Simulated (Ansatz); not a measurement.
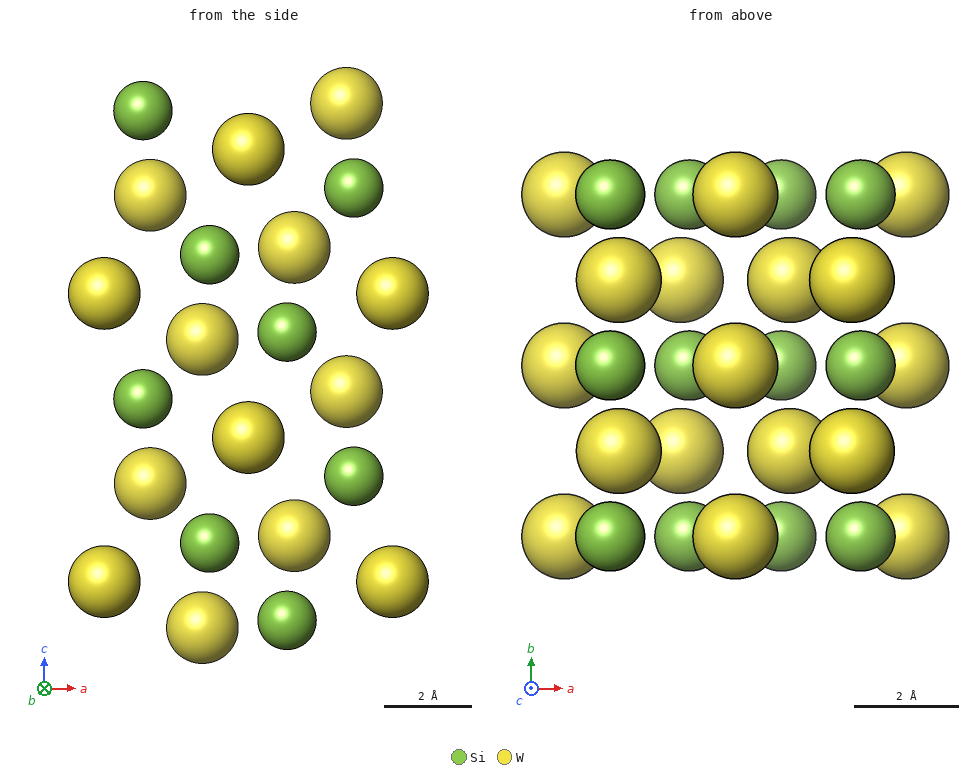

A spheres-only picture of a periodic slab, seen from the side and from above. The surface normal points up in side views; the vacuum is left out. 1×2 cells are drawn in the plane, with atoms at the edges repeated.

The cell holds 8 Si, 12 W.

### Give the termination of both faces.

The top face ends in Si and W, the bottom face in Si and W. The two faces are alike.

### How far apart are the outermost atoms along the normal?

About 12 Å from the lowest to the highest atom.

### Go down through the slab and list the planes.

Twelve planes: SiW / W / SiW / SiW / W / SiW / SiW / W / SiW / SiW / W / SiW.

The cell started as a structure listed in the Materials Project. The cell was then strained or its atoms displaced on purpose. It went into a calculation with Ansatz.

At this level of theory the run's own cell isn't at rest (stretched, at -4 GPa and forces up to 2.7 eV/Å), so its distances can differ from those at equilibrium, the more so the softer the solid.
